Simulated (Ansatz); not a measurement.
## Geometry relaxation of Al$_{3}$Cu$_{2}$ (part 3 of 3)

The same run, continued: Al$_{3}$Cu$_{2}$ (disordered cell, 20 atoms in the cell); DFT PBEsol, scalar-relativistic, plane waves, PAW, no spin polarisation (Ansatz 0.2.0); cutoff 420 eV, 2×2×2 k-mesh, Gaussian smearing of 0.1 eV. It belongs to a series of runs on one base structure; here: the last frame of the dynamics.

Geometry of the input (Å; fractional positions):
```
6.8922  -0.1855  -0.0601
-0.1855  6.9739  0.0068
-0.0601  0.0068  7.0023
Al 0.5957  0.1527  0.8657
Al 0.2851  0.9310  0.6599
Al 0.0840  0.0599  0.9663
Al 0.5282  0.8667  0.3635
Al 0.9060  0.4005  0.9424
Al 0.7520  0.4999  0.6042
Al 0.8834  0.1173  0.5924
Al 0.7496  0.8063  0.0602
Al 0.1345  0.3903  0.4162
Al 0.1434  0.7130  0.1663
Al 0.4629  0.3915  0.1957
Al 0.3422  0.6063  0.8537
Cu 0.9325  0.8113  0.4474
Cu 0.7498  0.1510  0.2187
Cu 0.2048  0.0423  0.3027
Cu 0.0012  0.7311  0.8222
Cu 0.2699  0.2781  0.7530
Cu 0.6387  0.8110  0.7185
Cu 0.8239  0.5017  0.2598
Cu 0.5145  0.2065  0.4923
```

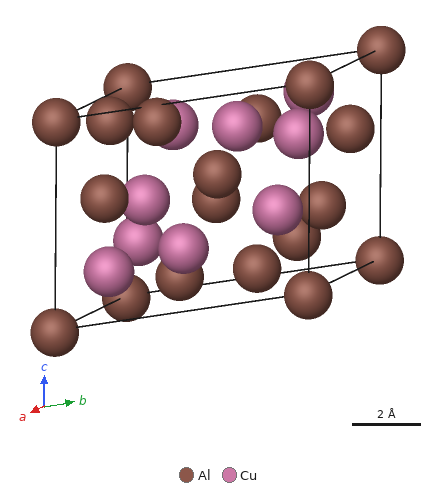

The geometry at step 11 of the log (spheres-only view of the cell of the calculation, seen slightly off an axis).

Output, continued
```
  k-point 2: bands = ["-102.6352", "-102.6031", "-102.5455", "-102.5156", "-102.3446", "-102.2547", "-102.1769", "-102.1299", "-60.2080", "-60.1761", "-60.1455", "-60.1187", "-60.1152", "-60.1019", "-60.0669", "-60.0602", "-60.0482", "-60.0347", "-59.9969", "-59.9764", "-59.9031", "-59.8655", "-59.8622", "-59.8137", "-59.7600", "-59.7348", "-59.7025", "-59.6941", "-59.6804", "-59.6620", "-59.6604", "-59.5928", "0.6359", "1.8785", "2.2978", "2.7473", "3.1637", "4.1061", "4.3596", "4.5067", "4.6309", "5.3003", "5.3922", "5.5971", "5.6874", "5.9309", "6.0361", "6.1171", "6.1364", "6.2383", "6.2619", "6.3052", "6.3751", "6.4484", "6.4959", "6.5686", "6.5939", "6.6229", "6.6838", "6.7210", "6.7625", "6.8339", "6.8843", "6.9402", "6.9730", "7.0206", "7.0344", "7.0902", "7.1080", "7.2178", "7.2339", "7.2438", "7.3357", "7.3936", "7.4261", "7.4833", "7.5757", "7.6059", "7.6585", "7.7404", "7.8183", "7.8799", "8.0426", "8.2198", "8.3488", "8.5588", "8.7637", "8.9535", "9.0551", "9.1191", "9.6043", "9.8404", "10.1795", "10.2476", "10.7950", "11.6797", "11.9944", "12.3606", "12.4378", "12.5773", "12.8805", "13.1555", "13.3256", "13.5500", "13.6049", "13.8554", "14.1116", "14.4219", "14.5769", "15.1134", "15.4952", "15.6221", "15.8839", "15.9842"]
  k-point 3: bands = ["-102.6352", "-102.6031", "-102.5455", "-102.5156", "-102.3446", "-102.2547", "-102.1769", "-102.1299", "-60.2080", "-60.1761", "-60.1455", "-60.1187", "-60.1152", "-60.1019", "-60.0669", "-60.0602", "-60.0482", "-60.0347", "-59.9969", "-59.9764", "-59.9031", "-59.8655", "-59.8622", "-59.8137", "-59.7600", "-59.7348", "-59.7025", "-59.6941", "-59.6804", "-59.6620", "-59.6604", "-59.5928", "0.4877", "2.2851", "2.4697", "2.9207", "3.3079", "3.5926", "3.7523", "4.2787", "4.6918", "5.1576", "5.3941", "5.5807", "5.8144", "5.9291", "6.0381", "6.1044", "6.1385", "6.2261", "6.2952", "6.3461", "6.4203", "6.4519", "6.4805", "6.5327", "6.5896", "6.6531", "6.6917", "6.7090", "6.7819", "6.8191", "6.8527", "6.9123", "6.9541", "6.9837", "7.0791", "7.1004", "7.1645", "7.1952", "7.2379", "7.2947", "7.3385", "7.4120", "7.4627", "7.4953", "7.5871", "7.6193", "7.6486", "7.8089", "7.8187", "7.9124", "8.0754", "8.2339", "8.5136", "8.8139", "9.0769", "9.2219", "9.4077", "9.6118", "9.7009", "9.8779", "10.1583", "10.3164", "10.5945", "11.1225", "11.4213", "11.7036", "12.2087", "12.3713", "12.6185", "12.9242", "13.1761", "13.3085", "13.4128", "13.7946", "13.9685", "14.1700", "14.6636", "15.4625", "15.5634", "15.8681", "16.0414", "16.2300"]
--- Relaxed structure (20 steps of the walk, 17 accepted, 2 SCFs on fresh bases) ---
  F+E_penalty+E_count = -59007.29607113 eV   max|allowed force component| = 2.188e-2 eV/Å   (the final SCF, on the basis selected at the relaxed cell)
  cell:  # Å, volume = 291.8160 Å³
    - [6.093580550995883, -0.6020861069182311, -0.11272051737250222]
    - [-0.5562143205974054, 7.851722839101319, 0.6667854604384997]
    - [-0.09606861167803396, 0.6733414133083094, 6.199846996800238]
  atoms:
    - { symbol: Al, position: [0.5703769566771562, 0.08785635731697022, 0.9085662360420333] }
    - { symbol: Al, position: [0.2532004969882582, 0.9487060190746237, 0.6595082969910706] }
    - { symbol: Al, position: [-0.015250483701414989, -0.01549266774754915, 0.9951307769956131] }
    - { symbol: Al, position: [0.5080566967498846, 0.9114936335982278, 0.34108422211623196] }
    - { symbol: Al, position: [0.9359665580728995, 0.38599810986642147, 0.9014952132487302] }
    - { symbol: Al, position: [0.6971429276587027, 0.5707305811947632, 0.5712349545461309] }
    - { symbol: Al, position: [0.9175037178611506, 0.15834841983870304, 0.5855354635279071] }
    - { symbol: Al, position: [0.659647592087031, 0.6909404279255398, 0.11109445635806871] }
    - { symbol: Al, position: [0.2562025010357902, 0.4248046038860989, 0.44696251270063164] }
    - { symbol: Al, position: [0.16560624964140172, 0.7055125127647573, 0.1875077484563752] }
    - { symbol: Al, position: [0.505952006098078, 0.3533877476915364, 0.10945273818006868] }
    - { symbol: Al, position: [0.33310608335630476, 0.6022910350984825, 0.7978293662730114] }
    - { symbol: Cu, position: [0.9182015759564475, 0.8683705749936773, 0.4110046621277445] }
    - { symbol: Cu, position: [0.8040352298458346, 0.15619348974612418, 0.2103071408707651] }
    - { symbol: Cu, position: [0.2035917355234706, 0.13115058067401195, 0.2820036957834319] }
    - { symbol: Cu, position: [-0.02548999982828888, 0.7059420982183613, 0.8263275524178437] }
    - { symbol: Cu, position: [0.2541976000284142, 0.24594877793535663, 0.8245579606593859] }
    - { symbol: Cu, position: [0.6484471008429408, 0.8564463656018566, 0.7227183508487491] }
    - { symbol: Cu, position: [0.8703111176920157, 0.4465630729312464, 0.29746147560484554] }
    - { symbol: Cu, position: [0.5413817579139243, 0.2331847773907951, 0.511102560551364] }
```

Trajectory as extended XYZ (Å, eV, eV/Å), 5 of the 22 frames kept, from step=1 to step=22
```
20
Lattice="6.8922 -0.1855 -0.0601 -0.1855 6.9739 0.0068 -0.0601 0.0068 7.0023" Properties=species:S:1:pos:R:3:forces:R:3 step=1 energy=-59002.93013 pressure_GPa=-7.60
Al    4.0252    0.9602    6.0272   -0.2177  -0.1331  -0.0491
Al    1.7527    6.4443    4.6099   -0.1008   0.0285  -0.5491
Al    0.5101    0.4090    6.7617   -0.0699  -0.1486   0.5597
Al    3.4577    5.9490    2.5193    0.2001  -0.1417  -0.1123
Al    6.1132    2.6312    6.5470    0.5110  -0.0948  -0.1083
Al    5.0538    3.3511    4.1888   -0.2116   0.1869   0.0896
Al    6.0314    0.6584    4.0956    0.0455   0.0541  -0.0854
Al    5.0132    5.4845    0.3821   -0.2027  -0.0875   0.2306
Al    0.8295    2.6998    2.9086    0.0832  -0.0059   0.1960
Al    0.8462    4.9471    1.1605    0.0378  -0.1213   0.2608
Al    3.1062    2.6457    1.3455   -0.1011   0.2513  -0.5831
Al    2.1950    4.1704    5.9615    0.4780  -0.1606  -0.0891
Cu    6.2499    5.4878    3.0821   -0.1954  -0.5805  -0.0022
Cu    5.1264    0.9153    1.4877    0.1027  -0.0448  -0.2975
Cu    1.3853    0.2593    2.1073    0.0944   0.0211   0.5850
Cu   -0.1765    5.1038    5.7619    0.0136   0.1124  -0.3518
Cu    1.7631    1.8945    5.2586   -0.2505  -0.1577  -0.1391
Cu    4.2082    5.5424    4.9981   -0.1475   0.4461  -0.1747
Cu    5.5696    3.3474    1.7729    0.0938   0.6144   0.3613
Cu    3.4780    1.3477    3.4177   -0.1629  -0.0381   0.2588
20
Lattice="6.1517 -0.5983 -0.1263 -0.5731 7.2615 0.2877 -0.1168 0.2913 6.6417" Properties=species:S:1:pos:R:3:forces:R:3 step=6 energy=-59006.31575 pressure_GPa=0.34
Al    3.6316    0.8312    5.7238   -0.1118  -0.0077  -0.0426
Al    1.0501    6.9094    4.6111   -0.0915   0.0849   0.0616
Al    0.1632    0.5254    6.4752   -0.0618  -0.1522  -0.0667
Al    2.6381    6.3621    2.6075   -0.0266  -0.1128  -0.4164
Al    5.5996    2.5791    6.3493   -0.0755   0.0317  -0.0213
Al    3.9289    3.4717    4.3574   -0.1325  -0.0364  -0.0357
Al    5.3826    0.5609    3.7039   -0.0006   0.0775   0.1183
Al    3.8218    4.9877    0.6601   -0.2826  -0.1501   0.2587
Al    0.8966    3.0947    2.9562    0.3419  -0.0653  -0.1046
Al    0.5865    5.1575    1.3554   -0.0331   0.1186   0.1774
Al    2.5469    2.2702    0.8032    0.1252   0.1370   0.1735
Al    1.5992    4.4869    5.5847    0.0399  -0.1473  -0.1195
Cu    5.0651    5.3390    3.0732   -0.1706   0.2102  -0.1383
Cu    4.8206    0.6417    1.2946    0.0576   0.1560   0.0848
Cu    1.0397    0.5127    2.1101    0.1487  -0.1189  -0.0039
Cu   -0.6016    5.5326    5.7418   -0.1005  -0.1174  -0.0313
Cu    1.5098    2.0724    5.1412    0.0946   0.0948  -0.1481
Cu    3.3910    5.9206    4.9083    0.0525   0.0112   0.1444
Cu    4.7191    3.0741    1.9958    0.3207   0.1158  -0.0056
Cu    3.0648    1.5578    3.0807   -0.0938  -0.1296   0.1154
20
Lattice="6.1768 -0.5650 -0.0459 -0.5264 7.6621 0.6203 -0.0298 0.6279 6.2329" Properties=species:S:1:pos:R:3:forces:R:3 step=11 energy=-59007.08835 pressure_GPa=-0.31
Al    3.4776    0.9584    5.7020   -0.1087   0.0136  -0.0238
Al    0.9923    7.5470    4.7220    0.0186  -0.0108  -0.0457
Al   -0.1736    0.5757    6.1526    0.0306  -0.1118  -0.0237
Al    2.6929    6.9326    2.7432    0.0305  -0.0257   0.0241
Al    5.6043    2.9643    5.8935    0.0636   0.0469  -0.0242
Al    3.9908    4.2030    4.0177   -0.0725   0.0270  -0.0281
Al    5.5655    1.1407    3.7003    0.0353   0.0422   0.0255
Al    3.5867    5.0351    1.0973   -0.0177   0.0188  -0.0340
Al    1.3486    3.3694    2.9139    0.0029   0.0808   0.0945
Al    0.7482    5.5518    1.5762    0.0006  -0.0037  -0.0464
Al    2.9388    2.4830    0.8897   -0.0031  -0.0054  -0.0651
Al    1.6768    4.9413    5.2796    0.0419   0.0044  -0.0212
Cu    5.1452    6.2584    3.0221    0.0448   0.0463   0.0940
Cu    4.9026    0.8891    1.4303    0.0348   0.0180  -0.0054
Cu    1.2217    0.8583    1.7832   -0.0213   0.0620  -0.0541
Cu   -0.5871    5.9506    5.6796   -0.0059  -0.0237  -0.0433
Cu    1.4794    2.3084    5.1993   -0.0316  -0.0498   0.0938
Cu    3.5300    6.6564    5.0201    0.0258  -0.0947   0.0027
Cu    5.1522    3.2867    2.0312   -0.0437  -0.0761   0.0782
Cu    3.1854    1.7057    3.2580   -0.0248   0.0416   0.0024
20
Lattice="6.1022 -0.5915 -0.1175 -0.5472 7.8040 0.6558 -0.1014 0.6621 6.1959" Properties=species:S:1:pos:R:3:forces:R:3 step=17 energy=-59007.20938 pressure_GPa=0.08
Al    3.3302    0.9633    5.6318    0.0231  -0.0100  -0.0087
Al    0.9574    7.6985    4.6734   -0.0004  -0.0067  -0.0018
Al   -0.2152    0.5462    6.1369    0.0092   0.0001  -0.0019
Al    2.5904    7.0419    2.6604   -0.0158  -0.0075   0.0038
Al    5.4113    3.0653    5.7466   -0.0045   0.0074  -0.0036
Al    3.8663    4.4069    3.8498    0.0094   0.0238  -0.0044
Al    5.4565    1.1000    3.6210   -0.0127  -0.0332  -0.0040
Al    3.6288    5.0773    1.0693    0.0077   0.0076  -0.0137
Al    1.2852    3.4486    3.0002   -0.0013   0.0062   0.0111
Al    0.6115    5.5513    1.6003    0.0108  -0.0109   0.0175
Al    2.8856    2.5358    0.8609   -0.0112   0.0020  -0.0172
Al    1.6168    5.0329    5.2970   -0.0108  -0.0011   0.0052
Cu    5.0816    6.4972    3.0197   -0.0008  -0.0067  -0.0220
Cu    4.8208    0.8886    1.3143   -0.0063  -0.0320  -0.0044
Cu    1.1744    1.0164    1.7600   -0.0130   0.0603   0.0400
Cu   -0.6250    6.0821    5.5787    0.0128  -0.0111   0.0195
Cu    1.3265    2.3219    5.2439    0.0080  -0.0061  -0.0099
Cu    3.4130    6.7846    4.9722   -0.0105   0.0071  -0.0052
Cu    5.0368    3.1859    2.0482    0.0018   0.0062  -0.0042
Cu    3.1172    1.8147    3.2514    0.0043   0.0045   0.0038
20
Lattice="6.0936 -0.6021 -0.1127 -0.5562 7.8517 0.6668 -0.0961 0.6733 6.1998" Properties=species:S:1:pos:R:3:forces:R:3 step=22 energy=-59007.29607 pressure_GPa=0.04
Al    3.3395    0.9582    5.6273    0.0109   0.0035   0.0023
Al    0.9519    7.7406    4.6929    0.0009   0.0066  -0.0044
Al   -0.1799    0.5576    6.1610   -0.0053   0.0015   0.0012
Al    2.5561    7.0806    2.6652    0.0038   0.0055   0.0003
Al    5.4021    3.0742    5.7410    0.0001  -0.0100  -0.0035
Al    3.8758    4.4461    3.8435    0.0061   0.0149   0.0015
Al    5.4466    1.0852    3.6324   -0.0064  -0.0069  -0.0008
Al    3.6246    5.1027    1.0751    0.0076  -0.0017  -0.0037
Al    1.2820    3.4821    3.0255   -0.0054  -0.0067  -0.0008
Al    0.5987    5.5660    1.6143   -0.0166   0.0017  -0.0082
Al    2.8760    2.5438    0.8572    0.0014  -0.0048   0.0082
Al    1.6182    5.0657    5.3105   -0.0028   0.0050  -0.0011
Cu    5.0727    6.5421    3.0237   -0.0019   0.0052   0.0219
Cu    4.7924    0.8839    1.3174   -0.0064  -0.0187  -0.0100
Cu    1.1406    1.0971    1.8129    0.0044   0.0039  -0.0011
Cu   -0.6274    6.1146    5.5967    0.0014   0.0061  -0.0038
Cu    1.3330    2.3333    5.2475    0.0013  -0.0037   0.0048
Cu    3.4056    6.8208    4.9787    0.0043  -0.0017  -0.0100
Cu    5.0263    3.1826    2.0439    0.0057   0.0012   0.0078
Cu    3.1202    1.8491    3.2632   -0.0029  -0.0009  -0.0008
```

Results in brief

| quantity | value |
| --- | --- |
| outcome | converged |
| electrons treated | 188 |
| free energy | −59007.2961 eV |
| Fermi energy | 10.695 eV |
| gap on the k-point mesh | none (metallic) |
| pressure | 0.04 GPa |
| final volume | 291.82 Å³ |
| largest force (length of the vector) at the end | 0.023 eV/Å |
| hardware | 2 threads of Intel Xeon @ 2.50GHz (Skylake/Cascade Lake), 189 GiB of memory available, shared host |
| wall time | 8.4 min (CPU time 15 min) |
| peak memory | 0.75 GiB |
